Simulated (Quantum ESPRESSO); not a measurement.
Li: relaxation of cell and atoms (part 2 of 2)

Li (Im-3m, 1 atom in the cell); Kohn-Sham DFT of a periodic cell, SCAN, SG15 PBE 1.2, no spin polarisation (Quantum ESPRESSO 7.5); cutoff 952.4 eV, 8×8×8 k-mesh, fermi-dirac of 0.05 eV. The structure derives from an entry of the Crystallography Open Database.

Geometry of the input (Å; fractional positions):
```
-1.7547  1.7547  1.7547
1.7547  -1.7547  1.7547
1.7547  1.7547  -1.7547
Li 0.0000  0.0000  0.0000
```

The program's output, continued
```
     iteration #  4     ecut=    70.00 Ry     beta= 0.50
     Davidson diagonalization with overlap
     ethr =  1.77E-11,  avg # of iterations =  1.6

     total energy              =     -14.28131382 Ry
     estimated scf accuracy    <          2.1E-10 Ry

     iteration #  5     ecut=    70.00 Ry     beta= 0.50
     Davidson diagonalization with overlap
     ethr =  7.15E-12,  avg # of iterations =  1.0

     End of self-consistent calculation

     Number of k-points >= 100: set verbosity='high' to print the bands.

     the Fermi energy is     0.8963 ev

!    total energy              =     -14.28131382 Ry
     estimated scf accuracy    <          6.2E-11 Ry
     smearing contrib. (-TS)   =      -0.00052456 Ry
     internal energy E=F+TS    =     -14.28078926 Ry

     The total energy is F=E-TS. E is the sum of the following terms:
     one-electron contribution =      -9.51955332 Ry
     hartree contribution      =       3.46377936 Ry
     xc contribution           =      -3.28349632 Ry
     ewald contribution        =      -4.94151898 Ry

     convergence has been achieved in   5 iterations

     Forces acting on atoms (cartesian axes, Ry/au):

     atom    1 type  1   force =     0.00000000    0.00000000    0.00000000

     Total force =     0.000000     Total SCF correction =     0.000000

     Computing stress (Cartesian axis) and pressure

          total   stress  (Ry/bohr**3)                   (kbar)     P=       -0.44
  -0.00000299   0.00000000  -0.00000000           -0.44        0.00       -0.00
   0.00000000  -0.00000299  -0.00000000            0.00       -0.44       -0.00
  -0.00000000  -0.00000000  -0.00000299           -0.00       -0.00       -0.44

     Energy error            =      3.6E-07 Ry
     Gradient error          =      0.0E+00 Ry/Bohr
     Cell gradient error     =      4.4E-01 kbar

     number of scf cycles    =   4
     number of bfgs steps    =   3

     enthalpy           old  =     -14.2813134572 Ry
     enthalpy           new  =     -14.2813138174 Ry

     CASE: enthalpy          _new < enthalpy          _old

     new trust radius        =       0.0008984478 bohr
     new conv_thr            =            1.0E-10 Ry

     new unit-cell volume =    145.43229 a.u.^3 (    21.55084 Ang^3 )
     density =      0.53474 g/cm^3

CELL_PARAMETERS (bohr)
  -3.312837543   3.312839333   3.312838597
   3.312837390  -3.312839706   3.312838816
   3.312837885   3.312840047  -3.312838970

ATOMIC_POSITIONS (bohr)
Li               0.0000000000        0.0000000000        0.0000000000

     NEW-OLD atomic charge density approx. for the potential
     New effective cutoffs (rho, wfc):  278.78   70.12

     Self-consistent Calculation

     iteration #  1     ecut=    70.00 Ry     beta= 0.50
     Davidson diagonalization with overlap
     ethr =  1.00E-06,  avg # of iterations =  2.0

     total energy              =     -14.28131412 Ry
     estimated scf accuracy    <       0.00000438 Ry

     iteration #  2     ecut=    70.00 Ry     beta= 0.50
     Davidson diagonalization with overlap
     ethr =  1.46E-07,  avg # of iterations =  1.0

     total energy              =     -14.28131420 Ry
     estimated scf accuracy    <       0.00000111 Ry

     iteration #  3     ecut=    70.00 Ry     beta= 0.50
     Davidson diagonalization with overlap
     ethr =  3.70E-08,  avg # of iterations =  1.0

     total energy              =     -14.28131422 Ry
     estimated scf accuracy    <          1.5E-09 Ry

     iteration #  4     ecut=    70.00 Ry     beta= 0.50
     Davidson diagonalization with overlap
     ethr =  5.14E-11,  avg # of iterations =  1.6

     total energy              =     -14.28131422 Ry
     estimated scf accuracy    <          5.6E-10 Ry

     iteration #  5     ecut=    70.00 Ry     beta= 0.50
     Davidson diagonalization with overlap
     ethr =  1.85E-11,  avg # of iterations =  1.0

     total energy              =     -14.28131422 Ry
     estimated scf accuracy    <          1.2E-10 Ry

     iteration #  6     ecut=    70.00 Ry     beta= 0.50
     Davidson diagonalization with overlap
     ethr =  4.01E-12,  avg # of iterations =  1.0

     End of self-consistent calculation

     Number of k-points >= 100: set verbosity='high' to print the bands.

     the Fermi energy is     0.8996 ev

!    total energy              =     -14.28131422 Ry
     estimated scf accuracy    <          1.1E-11 Ry
     smearing contrib. (-TS)   =      -0.00052474 Ry
     internal energy E=F+TS    =     -14.28078948 Ry

     The total energy is F=E-TS. E is the sum of the following terms:
     one-electron contribution =      -9.51676743 Ry
     hartree contribution      =       3.46298181 Ry
     xc contribution           =      -3.28364497 Ry
     ewald contribution        =      -4.94335889 Ry

     convergence has been achieved in   6 iterations

     Forces acting on atoms (cartesian axes, Ry/au):

     atom    1 type  1   force =     0.00000000    0.00000000    0.00000000

     Total force =     0.000000     Total SCF correction =     0.000000

     Computing stress (Cartesian axis) and pressure

          total   stress  (Ry/bohr**3)                   (kbar)     P=       -0.30
  -0.00000201   0.00000000  -0.00000000           -0.30        0.00       -0.00
   0.00000000  -0.00000201  -0.00000000            0.00       -0.30       -0.00
  -0.00000000  -0.00000000  -0.00000201           -0.00       -0.00       -0.30

     Energy error            =      4.1E-07 Ry
     Gradient error          =      0.0E+00 Ry/Bohr
     Cell gradient error     =      3.0E-01 kbar

     bfgs converged in   5 scf cycles and   4 bfgs steps
     (criteria: energy <  1.0E-05 Ry, force <  4.0E-04 Ry/Bohr, cell <  3.0E-01 kbar)

     End of BFGS Geometry Optimization

     Final enthalpy           =     -14.2813142238 Ry

     File ./tmp/pwscf.bfgs deleted, as requested
Begin final coordinates
     new unit-cell volume =    145.43229 a.u.^3 (    21.55084 Ang^3 )
     density =      0.53474 g/cm^3

CELL_PARAMETERS (bohr)
  -3.312837543   3.312839333   3.312838597
   3.312837390  -3.312839706   3.312838816
   3.312837885   3.312840047  -3.312838970

ATOMIC_POSITIONS (bohr)
Li               0.0000000000        0.0000000000        0.0000000000
End final coordinates

     Final scf calculation at the relaxed structure.
     The G-vectors are recalculated for the final unit cell
     Results may differ from those at the preceding step.

     G-vector sticks info
     --------------------
     sticks:   dense  smooth     PW     G-vecs:    dense   smooth      PW
     Sum         693     693    249                11489    11489    2491

     Using Slab Decomposition

     bravais-lattice index     =            0
     lattice parameter (alat)  =       5.7431  a.u.
     unit-cell volume          =     145.4323 (a.u.)^3
     number of atoms/cell      =            1
     number of atomic types    =            1
     number of electrons       =         3.00
     number of Kohn-Sham states=            6
     kinetic-energy cutoff     =      70.0000  Ry
     charge density cutoff     =     280.0000  Ry
     scf convergence threshold =      1.0E-10
     mixing beta               =       0.5000
     number of iterations used =            8  plain     mixing
     press convergence thresh. =      3.0E-01
     Exchange-correlation= SCAN
                           (   0   0   0   0   0 263 267)

     celldm(1)=   5.743148  celldm(2)=   0.000000  celldm(3)=   0.000000
     celldm(4)=   0.000000  celldm(5)=   0.000000  celldm(6)=   0.000000

     crystal axes: (cart. coord. in units of alat)
               a(1) = (  -0.576833   0.576833   0.576833 )
               a(2) = (   0.576833  -0.576833   0.576833 )
               a(3) = (   0.576833   0.576833  -0.576833 )

     reciprocal axes: (cart. coord. in units 2 pi/alat)
               b(1) = ( -0.000000  0.866801  0.866802 )
               b(2) = (  0.866802  0.000000  0.866802 )
               b(3) = (  0.866802  0.866801  0.000000 )

     PseudoPot. # 1 for Li read from file:
     Li_ONCV_PBE-1.2.upf
     Pseudo is Norm-conserving, Zval =  3.0
     Generated using ONCVPSP code by D. R. Hamann
     Using radial grid of  602 points,  4 beta functions with:
                l(1) =   0
                l(2) =   0
                l(3) =   1
                l(4) =   1

     atomic species   valence    mass     pseudopotential
     Li                3.00     6.94000     Li( 1.00)

     No symmetry found

   Cartesian axes

     site n.     atom                  positions (alat units)
         1        Li     tau(   1) = (   0.0000000   0.0000000   0.0000000  )

     number of k points=   260  Fermi-Dirac smearing, width (Ry)=  0.0037

     Number of k-points >= 100: set verbosity='high' to print them.

     Dense  grid:    11489 G-vectors     FFT dimensions: (  32,  32,  32)

     WARNING: libxc functional with ID  263 depends
      on external parameters: check the user_guide of
      QE if you need to modify them or to check their
      default values.

     Initial potential from superposition of free atoms

     starting charge       2.8872, renormalised to       3.0000
     Starting wfcs are random

     Self-consistent Calculation

     iteration #  1     ecut=    70.00 Ry     beta= 0.50
     Davidson diagonalization with overlap
     c_bands:  1 eigenvalues not converged
     c_bands:  1 eigenvalues not converged
     c_bands:  1 eigenvalues not converged
     c_bands:  1 eigenvalues not converged
     c_bands:  1 eigenvalues not converged
     c_bands:  1 eigenvalues not converged
     c_bands:  1 eigenvalues not converged
     c_bands:  1 eigenvalues not converged
     c_bands:  1 eigenvalues not converged
     c_bands:  1 eigenvalues not converged
     c_bands:  1 eigenvalues not converged
     c_bands:  1 eigenvalues not converged
     c_bands:  1 eigenvalues not converged
     c_bands:  1 eigenvalues not converged
     c_bands:  1 eigenvalues not converged
     c_bands:  1 eigenvalues not converged
     c_bands:  1 eigenvalues not converged
     c_bands:  1 eigenvalues not converged
     c_bands:  1 eigenvalues not converged
     c_bands:  1 eigenvalues not converged
     c_bands:  1 eigenvalues not converged
     c_bands:  1 eigenvalues not converged
     c_bands:  1 eigenvalues not converged
     c_bands:  1 eigenvalues not converged
     c_bands:  1 eigenvalues not converged
     c_bands:  1 eigenvalues not converged
     c_bands:  1 eigenvalues not converged
     c_bands:  1 eigenvalues not converged
     c_bands:  1 eigenvalues not converged
     c_bands:  1 eigenvalues not converged
     c_bands:  1 eigenvalues not converged
     c_bands:  1 eigenvalues not converged
     c_bands:  1 eigenvalues not converged
     c_bands:  1 eigenvalues not converged
     c_bands:  1 eigenvalues not converged
     c_bands:  1 eigenvalues not converged
     c_bands:  1 eigenvalues not converged
     c_bands:  1 eigenvalues not converged
     c_bands:  1 eigenvalues not converged
     c_bands:  1 eigenvalues not converged
     c_bands:  1 eigenvalues not converged
     c_bands:  1 eigenvalues not converged
     c_bands:  1 eigenvalues not converged
     c_bands:  1 eigenvalues not converged
     c_bands:  1 eigenvalues not converged
     c_bands:  1 eigenvalues not converged
     c_bands:  1 eigenvalues not converged
     c_bands:  1 eigenvalues not converged
     c_bands:  1 eigenvalues not converged
     c_bands:  1 eigenvalues not converged
     c_bands:  1 eigenvalues not converged
     c_bands:  1 eigenvalues not converged
     c_bands:  1 eigenvalues not converged
     c_bands:  1 eigenvalues not converged
     c_bands:  1 eigenvalues not converged
     c_bands:  1 eigenvalues not converged
     c_bands:  1 eigenvalues not converged
     c_bands:  1 eigenvalues not converged
     c_bands:  1 eigenvalues not converged
     ethr =  1.00E-06,  avg # of iterations = 16.3

     total energy              =     -14.23654001 Ry
     estimated scf accuracy    <      18.73260984 Ry

     iteration #  2     ecut=    70.00 Ry     beta= 0.50
     Davidson diagonalization with overlap
     ethr =  1.00E-02,  avg # of iterations =  1.0

     total energy              =     -14.28033359 Ry
     estimated scf accuracy    <       4.48327271 Ry

     iteration #  3     ecut=    70.00 Ry     beta= 0.50
     Davidson diagonalization with overlap
     ethr =  1.00E-02,  avg # of iterations =  1.0

     total energy              =     -14.28128752 Ry
     estimated scf accuracy    <       0.00232991 Ry

     iteration #  4     ecut=    70.00 Ry     beta= 0.50
     Davidson diagonalization with overlap
     ethr =  7.77E-05,  avg # of iterations =  1.0

     total energy              =     -14.28131147 Ry
     estimated scf accuracy    <       0.00024078 Ry

     iteration #  5     ecut=    70.00 Ry     beta= 0.50
     Davidson diagonalization with overlap
     ethr =  8.03E-06,  avg # of iterations =  1.0

     total energy              =     -14.28131350 Ry
     estimated scf accuracy    <       0.00000686 Ry

     iteration #  6     ecut=    70.00 Ry     beta= 0.50
     Davidson diagonalization with overlap
     ethr =  2.29E-07,  avg # of iterations =  1.4

     total energy              =     -14.28131363 Ry
     estimated scf accuracy    <       0.00000011 Ry

     iteration #  7     ecut=    70.00 Ry     beta= 0.50
     Davidson diagonalization with overlap
     ethr =  3.73E-09,  avg # of iterations =  1.5

     total energy              =     -14.28131364 Ry
     estimated scf accuracy    <          3.8E-09 Ry

     iteration #  8     ecut=    70.00 Ry     beta= 0.50
     Davidson diagonalization with overlap
     ethr =  1.28E-10,  avg # of iterations =  1.4

     End of self-consistent calculation

     Number of k-points >= 100: set verbosity='high' to print the bands.

     the Fermi energy is     0.8996 ev

!    total energy              =     -14.28131364 Ry
     estimated scf accuracy    <          8.2E-11 Ry
     smearing contrib. (-TS)   =      -0.00052474 Ry
     internal energy E=F+TS    =     -14.28078890 Ry

     The total energy is F=E-TS. E is the sum of the following terms:
     one-electron contribution =      -9.51676650 Ry
     hartree contribution      =       3.46297965 Ry
     xc contribution           =      -3.28364316 Ry
     ewald contribution        =      -4.94335889 Ry

     convergence has been achieved in   8 iterations

     Forces acting on atoms (cartesian axes, Ry/au):

     atom    1 type  1   force =     0.00000000    0.00000000    0.00000000

     Total force =     0.000000     Total SCF correction =     0.000000

     Computing stress (Cartesian axis) and pressure

          total   stress  (Ry/bohr**3)                   (kbar)     P=       -0.30
  -0.00000204  -0.00000000  -0.00000000           -0.30       -0.00       -0.00
  -0.00000000  -0.00000204   0.00000000           -0.00       -0.30        0.00
  -0.00000000   0.00000000  -0.00000204           -0.00        0.00       -0.30

=------------------------------------------------------------------------------=
   JOB DONE.
=------------------------------------------------------------------------------=
```

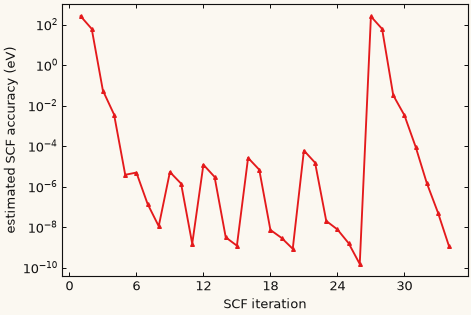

Fig. 1: Convergence of the self-consistent field: estimated SCF accuracy against the iteration. The field takes 34 iterations in all.

Summary

| quantity | value |
| --- | --- |
| outcome | converged |
| space group (tolerance 0.01 Å) | Im-3m (229) |
| electrons treated | 3 |
| free energy | −194.3072 eV |
| gap on the k-point mesh | none (metallic) |
| pressure | −0.03 GPa |
| final volume | 21.55 Å³ |
| largest force (length of the vector) at the end | under 0.001 eV/Å |
| final cell | a = 3.036 Å, b = 3.036 Å, c = 3.036 Å, α = 109.47°, β = 109.47°, γ = 109.47° |
| wall time | 4.5 min |
| peak memory | 0.07 GiB |

Remarks

Further notes kept with the run: potentials made for another functional. Points of doubt noted for this run: coarse mesh; potentials made for another functional.
